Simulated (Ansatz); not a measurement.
Geometry relaxation of Mg2O3 (part 2 of 2)

Mg2O3 (R-3c, 10 atoms in the cell); DFT PBE, scalar-relativistic, plane waves, PAW, spin-polarised (Ansatz 0.2.0); cutoff 420 eV, 12×12×12 k-mesh, Gaussian smearing of 0.1 eV, collinear spins. The structure was made by swapping elements on the sites of another compound; it need not be a known phase. It belongs to a series of runs on one base structure; here: corundum type (R-3c, No. 167).

Geometry of the input (Å; fractional positions):
```
2.6434  1.5262  4.6325
-2.6434  1.5262  4.6325
0.0000  -3.0524  4.6325
Mg 0.3516  0.3516  0.3516
Mg 0.1484  0.1484  0.1484
Mg 0.6484  0.6484  0.6484
Mg 0.8516  0.8516  0.8516
O  0.5626  0.9374  0.2500
O  0.2500  0.5626  0.9374
O  0.9374  0.2500  0.5626
O  0.4374  0.0626  0.7500
O  0.7500  0.4374  0.0626
O  0.0626  0.7500  0.4374
```

### Output, continued
```
Free energy (F): -11101.739602 eV
Harris-Foulkes:  -11101.739602 eV  (|F-HF|=5.46e-12)
Internal energy: -11101.719398 eV  (E = F + TS)
E sigma→0 (E₀):  -11101.729500 eV
Entropy (-TS):   -0.020204 eV (-2.020 meV/atom)
Fermi energy:    4.622496 eV
--- Per-component energies (eV) ---
  E_band       = -1405.373796
  E_kinetic    = 1350.792218
  E_local      = -7997.639577  (includes V_loc(G=0)·N_el)
  E_nonlocal   = 671.390987
  E_hartree    = 2802.270464
  E_xc         = -558.684810
  E_vxc        = -714.082133  (∫ρ·V_xc dr)
  E_paw        = -2114.661031  (= ΣΔE_a)
  E_vpaw       = -320.390757  (= ΣTr[D̂ρ^β])
  E_aug_tail   = 0.014491  (compensation charges beyond the density's cutoff)
  E_ewald      = -5255.202141
  E_smearing   = -0.020204  (= −TS)
  E_closure    = -0.000000  (closes the sum)
  Σ components = -11101.739602   (vs F -11101.739602, Δ=0.00e0)
--- Forces (eV/Å), atoms counted from 1 ---
  atom   1  Mg    -0.00000000     0.00000000    -0.00295161
  atom   2  Mg    -0.00000000    -0.00000000     0.00295161
  atom   3  Mg     0.00000000    -0.00000000     0.00295161
  atom   4  Mg     0.00000000     0.00000000    -0.00295161
  atom   5  O     -0.00071579     0.00000000     0.00000000
  atom   6  O      0.00035790    -0.00061989    -0.00000000
  atom   7  O      0.00035790     0.00061989     0.00000000
  atom   8  O      0.00071579     0.00000000     0.00000000
  atom   9  O     -0.00035790     0.00061989     0.00000000
  atom  10  O     -0.00035790    -0.00061989    -0.00000000
  max |Σ_I F_I| component: 1.01e-17 eV/Å
--- Stress (GPa, compression-positive) ---
        0.001893       0.000000       0.000000
        0.000000       0.001893      -0.000000
        0.000000      -0.000000       0.003087
  P = ⅓ Tr σ = 0.0023 GPa (0.023 kbar)
--- Band table (eV; the first three rows and the last of 378) ---
  k-point 0 ↑: bands = ["-67.4488", "-67.4459", "-67.4453", "-67.4430", "-34.2521", "-34.2423", "-34.2096", "-34.2096", "-34.2094", "-34.2085", "-34.2039", "-34.2039", "-34.1881", "-34.1881", "-34.1849", "-34.1849", "-12.8534", "-11.6557", "-11.6557", "-11.6541", "-11.5844", "-11.5844", "0.4150", "1.2165", "1.3388", "1.3388", "1.4450", "1.4450", "2.0901", "2.0923", "2.7246", "3.3464", "3.3464", "3.6168", "3.6168", "3.6342", "3.6342", "4.1359", "4.1359", "4.1609", "10.3870", "14.3020", "15.7395", "16.7467", "16.7467", "16.9101", "17.0548", "17.0548", "17.2451", "17.2530"]
  k-point 1 ↑: bands = ["-67.4488", "-67.4460", "-67.4453", "-67.4430", "-34.2519", "-34.2424", "-34.2097", "-34.2096", "-34.2092", "-34.2086", "-34.2041", "-34.2035", "-34.1879", "-34.1878", "-34.1855", "-34.1848", "-12.8340", "-11.6884", "-11.6619", "-11.6416", "-11.5875", "-11.5798", "0.4444", "1.0782", "1.3070", "1.3777", "1.3938", "1.5541", "2.1731", "2.1884", "2.7748", "3.2848", "3.3439", "3.5664", "3.5984", "3.6434", "3.6581", "4.0444", "4.1273", "4.1458", "10.5067", "14.3816", "15.6653", "16.4733", "16.4797", "16.7709", "17.1605", "17.1982", "17.3392", "17.3705"]
  k-point 2 ↑: bands = ["-67.4486", "-67.4461", "-67.4452", "-67.4431", "-34.2513", "-34.2427", "-34.2100", "-34.2100", "-34.2090", "-34.2085", "-34.2047", "-34.2024", "-34.1876", "-34.1873", "-34.1870", "-34.1846", "-12.7771", "-11.7541", "-11.6751", "-11.6328", "-11.5984", "-11.5712", "0.5274", "0.9438", "1.2011", "1.3228", "1.3270", "1.8285", "2.3650", "2.4081", "2.8799", "3.1592", "3.3085", "3.4662", "3.5415", "3.6616", "3.6785", "3.8078", "4.0978", "4.1079", "10.8398", "14.6061", "15.4167", "16.0341", "16.1097", "16.6631", "17.0580", "17.2595", "17.4933", "17.5408"]
  k-point 188 ↓: bands = ["-67.4518", "-67.4518", "-67.4482", "-67.4482", "-34.2481", "-34.2481", "-34.2154", "-34.2154", "-34.2126", "-34.2126", "-34.2126", "-34.2126", "-34.1906", "-34.1906", "-34.1906", "-34.1906", "-11.3083", "-11.3083", "-10.5603", "-10.5603", "-10.5603", "-10.5603", "1.8501", "1.8501", "2.4539", "2.4539", "2.4539", "2.4539", "2.8734", "2.8734", "3.9702", "3.9702", "4.0739", "4.0739", "4.0739", "4.0739", "4.9591", "4.9591", "4.9591", "4.9591", "13.0761", "13.0761", "16.5386", "16.5386", "16.9632", "16.9632", "16.9632", "16.9632", "17.7001", "17.7001"]
--- Relaxed structure (3 steps of the walk, 3 accepted, 1 SCFs on fresh bases) ---
  F+E_penalty+E_count = -11101.73960215 eV   max|allowed force component| = 2.952e-3 eV/Å   (the final SCF, on the basis selected at the relaxed cell)
  cell:  # Å, volume = 112.1066 Å³
    - [2.6411791654528383, 1.5248855021355363, 4.639217523372842]
    - [-2.6411791654528383, 1.5248855021355363, 4.639217523372842]
    - [-3.3794568554002253e-34, -3.049771004321146, 4.639217523356384]
  atoms:
    - { symbol: Mg, position: [0.35145434624470884, 0.35145434624470884, 0.35145434624470884] }
    - { symbol: Mg, position: [0.14854565375529108, 0.14854565375529108, 0.14854565375529108] }
    - { symbol: Mg, position: [0.6485456537552908, 0.6485456537552908, 0.6485456537552908] }
    - { symbol: Mg, position: [0.851454346244709, 0.851454346244709, 0.8514543462447088] }
    - { symbol: O, position: [0.5629044484168667, 0.9370955515831332, 0.24999999999999978] }
    - { symbol: O, position: [0.2499999999999999, 0.5629044484168666, 0.9370955515831332] }
    - { symbol: O, position: [0.9370955515831333, 0.25, 0.5629044484168668] }
    - { symbol: O, position: [0.4370955515831331, 0.06290444841686665, 0.7499999999999999] }
    - { symbol: O, position: [0.75, 0.4370955515831333, 0.06290444841686693] }
    - { symbol: O, position: [0.06290444841686665, 0.75, 0.4370955515831331] }
--- Löwdin populations: 10 sites ---
  site symbol       q [e]    m [muB]
     0     Mg      8.4236    -0.0201
     1     Mg      8.4236    -0.0201
     2     Mg      8.4236    -0.0201
     3     Mg      8.4236    -0.0201
     4      O      6.9758     0.6897
     5      O      6.9758     0.6897
     6      O      6.9758     0.6897
     7      O      6.9758     0.6897
     8      O      6.9758     0.6897
     9      O      6.9758     0.6897
  spilling = 0.005927 (of n_electrons = 76.000000)
```

### File populations.tsv
```
# site	symbol	l	j	q_up	q_dn
# orbitals = lowdin
# n_electrons = 76.000000
# spilling = 0.005927
0	Mg	0_2S	-	0.998668	0.998642
0	Mg	0_3S	-	0.203200	0.223322
0	Mg	1_2P	-	2.999918	2.999882
1	Mg	0_2S	-	0.998668	0.998642
1	Mg	0_3S	-	0.203200	0.223322
1	Mg	1_2P	-	2.999918	2.999882
2	Mg	0_2S	-	0.998668	0.998642
2	Mg	0_3S	-	0.203200	0.223322
2	Mg	1_2P	-	2.999918	2.999882
3	Mg	0_2S	-	0.998668	0.998642
3	Mg	0_3S	-	0.203200	0.223322
3	Mg	1_2P	-	2.999918	2.999882
4	O	0_2S	-	0.946603	0.942408
4	O	1_2P	-	2.886172	2.200655
5	O	0_2S	-	0.946603	0.942408
5	O	1_2P	-	2.886172	2.200655
6	O	0_2S	-	0.946603	0.942408
6	O	1_2P	-	2.886172	2.200655
7	O	0_2S	-	0.946603	0.942408
7	O	1_2P	-	2.886172	2.200655
8	O	0_2S	-	0.946603	0.942408
8	O	1_2P	-	2.886172	2.200655
9	O	0_2S	-	0.946603	0.942408
9	O	1_2P	-	2.886172	2.200655
```

### Trajectory as extended XYZ (Å, eV, eV/Å), 4 frames, from step=1 to step=4
```
10
Lattice="2.6434 1.5262 4.6325 -2.6434 1.5262 4.6325 0.0000 -3.0524 4.6325" Properties=species:S:1:pos:R:3:forces:R:3 step=1 energy=-11101.73947 pressure_GPa=-0.05
Mg    0.0000    0.0000    4.8862    0.0000   0.0000   0.0000
Mg    0.0000    0.0000    2.0625    0.0000   0.0000   0.0000
Mg    0.0000    0.0000    9.0111    0.0000   0.0000   0.0000
Mg    0.0000    0.0000   11.8349    0.0000   0.0000   0.0000
O    -0.9905    1.5262    8.1068    0.0093   0.0000   0.0000
O    -0.8264   -1.6209    8.1068   -0.0047   0.0081   0.0000
O     1.8170    0.0947    8.1068   -0.0047  -0.0081   0.0000
O     0.9905   -1.5262    5.7906   -0.0093   0.0000   0.0000
O     0.8264    1.6209    5.7906    0.0047  -0.0081   0.0000
O    -1.8170   -0.0947    5.7906    0.0047   0.0081   0.0000
10
Lattice="2.6427 1.5258 4.6345 -2.6427 1.5258 4.6345 0.0000 -3.0515 4.6345" Properties=species:S:1:pos:R:3:forces:R:3 step=2 energy=-11101.73959 pressure_GPa=-0.03
Mg    0.0000    0.0000    4.8876    0.0000   0.0000  -0.0001
Mg    0.0000    0.0000    2.0642    0.0000   0.0000   0.0001
Mg    0.0000    0.0000    9.0159    0.0000   0.0000   0.0001
Mg    0.0000    0.0000   11.8394    0.0000   0.0000  -0.0001
O    -0.9896    1.5258    8.1104    0.0044   0.0000   0.0000
O    -0.8266   -1.6199    8.1104   -0.0022   0.0038   0.0000
O     1.8161    0.0941    8.1104   -0.0022  -0.0038   0.0000
O     0.9896   -1.5258    5.7931   -0.0044   0.0000   0.0000
O     0.8266    1.6199    5.7931    0.0022  -0.0038   0.0000
O    -1.8161   -0.0941    5.7931    0.0022   0.0038   0.0000
10
Lattice="2.6412 1.5249 4.6392 -2.6412 1.5249 4.6392 0.0000 -3.0498 4.6392" Properties=species:S:1:pos:R:3:forces:R:3 step=3 energy=-11101.73973 pressure_GPa=0.00
Mg    0.0000    0.0000    4.8914    0.0000   0.0000  -0.0030
Mg    0.0000    0.0000    2.0674    0.0000   0.0000   0.0030
Mg    0.0000    0.0000    9.0262    0.0000   0.0000   0.0030
Mg    0.0000    0.0000   11.8502    0.0000   0.0000  -0.0030
O    -0.9883    1.5249    8.1186   -0.0007   0.0000   0.0000
O    -0.8264   -1.6183    8.1186    0.0003  -0.0006   0.0000
O     1.8147    0.0935    8.1186    0.0003   0.0006   0.0000
O     0.9883   -1.5249    5.7990    0.0007   0.0000   0.0000
O     0.8264    1.6183    5.7990   -0.0003   0.0006   0.0000
O    -1.8147   -0.0935    5.7990   -0.0003  -0.0006   0.0000
10
Lattice="2.6412 1.5249 4.6392 -2.6412 1.5249 4.6392 0.0000 -3.0498 4.6392" Properties=species:S:1:pos:R:3:forces:R:3 step=4 energy=-11101.73960 pressure_GPa=0.00
Mg    0.0000    0.0000    4.8914    0.0000   0.0000  -0.0030
Mg    0.0000    0.0000    2.0674    0.0000   0.0000   0.0030
Mg    0.0000    0.0000    9.0262    0.0000   0.0000   0.0030
Mg    0.0000    0.0000   11.8502    0.0000   0.0000  -0.0030
O    -0.9883    1.5249    8.1186   -0.0007   0.0000   0.0000
O    -0.8264   -1.6183    8.1186    0.0004  -0.0006   0.0000
O     1.8147    0.0935    8.1186    0.0004   0.0006   0.0000
O     0.9883   -1.5249    5.7990    0.0007   0.0000   0.0000
O     0.8264    1.6183    5.7990   -0.0004   0.0006   0.0000
O    -1.8147   -0.0935    5.7990   -0.0004  -0.0006   0.0000
```

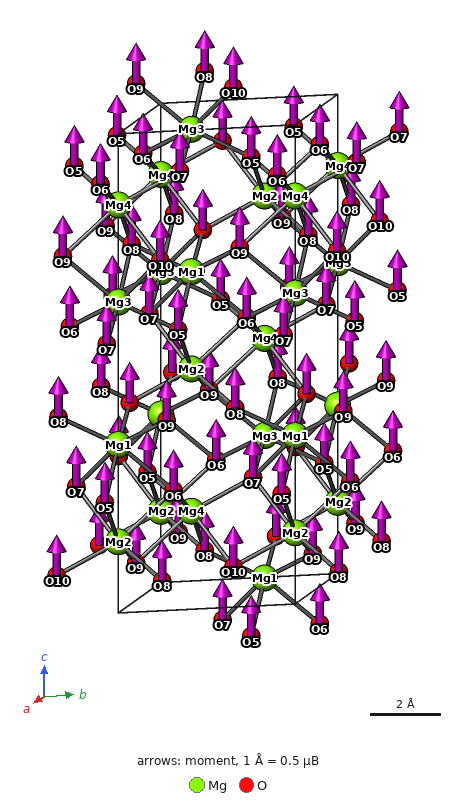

**Figure 1.** Magnetic moments of the sites as pink arrows (ball-and-stick view of the cell 3 times as large as that of the calculation, set on its symmetry axes, seen slightly off an axis; bonded neighbours outside the cell are drawn too; atoms are numbered from 1 in the order of the input); small moments hardly show. The run is collinear, so the axis drawn is arbitrary. Site moments: all 6 O atoms (0.60 μB). They are counted near the atoms and needn't add up to the moment of the cell.

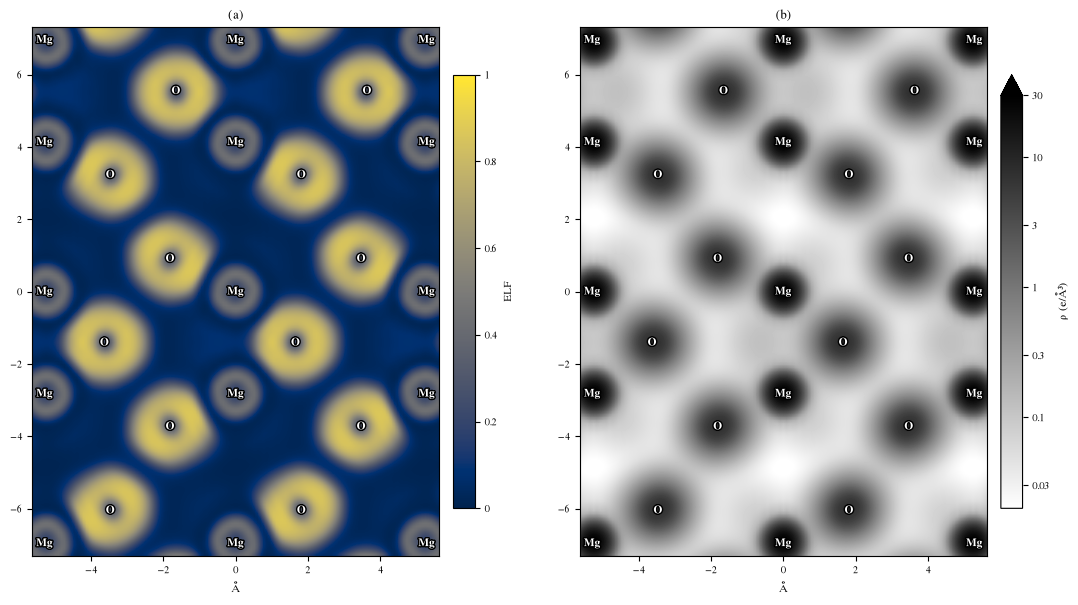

**Figure 2.** (a) electron localisation function; (b) valence pseudo-density on the (010) plane of the conventional cell. Mg–O (2.03 Å): ρ at the midpoint is about 0.39 e/Å³; the ELF is about 0.35 at the midpoint; a polar contact without a shared pair, in a metal. Mg–O (2.17 Å): the density is about 0.27 e/Å³ at the midpoint; the ELF is about 0.30 at the midpoint (no shared pair; the contact is polar). Away from the nuclei the density in this plane falls to 0.02 e/Å³ at its lowest. The fields are those of the smooth PAW valence density.

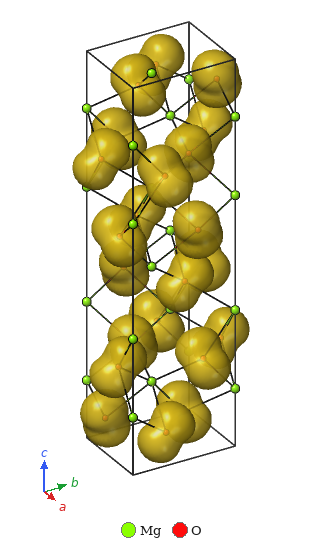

**Figure 3.** Isosurface of the magnetisation density (up minus down) at +0.03 e/Å³ (yellow), seen slightly off an axis. Sticks mark near contacts. The outline is the cell set on symmetry axes. The cell of the calculation (10 atoms) carries 4.0 μB net.

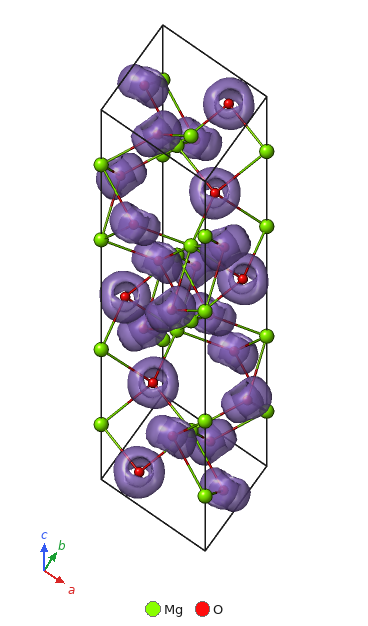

**Figure 4.** Isosurface of the ELF at 0.8 (purple), seen at an oblique angle. Core shells and regions of very low density are left out. Sticks mark near contacts. The outline is the cell set on symmetry axes. Profiles from the grid: Mg–O (2.03 Å): the ELF is about 0.35 at the midpoint; a polar contact without a shared pair, in a metal. Mg–O (2.17 Å): the ELF is about 0.30 at the midpoint; no shared pair; the contact is polar.

### Summary

```json
{"quantity": "outcome", "value": "converged"}
{"quantity": "space group (tolerance 0.01 Å)", "value": "R-3c (167)"}
{"quantity": "electrons treated", "value": "76"}
{"quantity": "free energy", "value": "−11101.7396 eV"}
{"quantity": "Fermi energy", "value": "4.622 eV"}
{"quantity": "gap on the k-point mesh", "value": "none (metallic)"}
{"quantity": "net moment of the cell", "value": "4.00 μB"}
{"quantity": "integrated absolute moment", "value": "4.14 μB"}
{"quantity": "pressure", "value": "0.00 GPa"}
{"quantity": "final volume", "value": "112.11 Å³"}
{"quantity": "largest force (length of the vector) at the end", "value": "0.003 eV/Å"}
{"quantity": "final cell", "value": "a = 5.552 Å, b = 5.552 Å, c = 5.552 Å, α = 56.81°, β = 56.81°, γ = 56.81°"}
{"quantity": "wall time", "value": "8.1 min"}
{"quantity": "peak memory", "value": "1.4 GiB"}
```
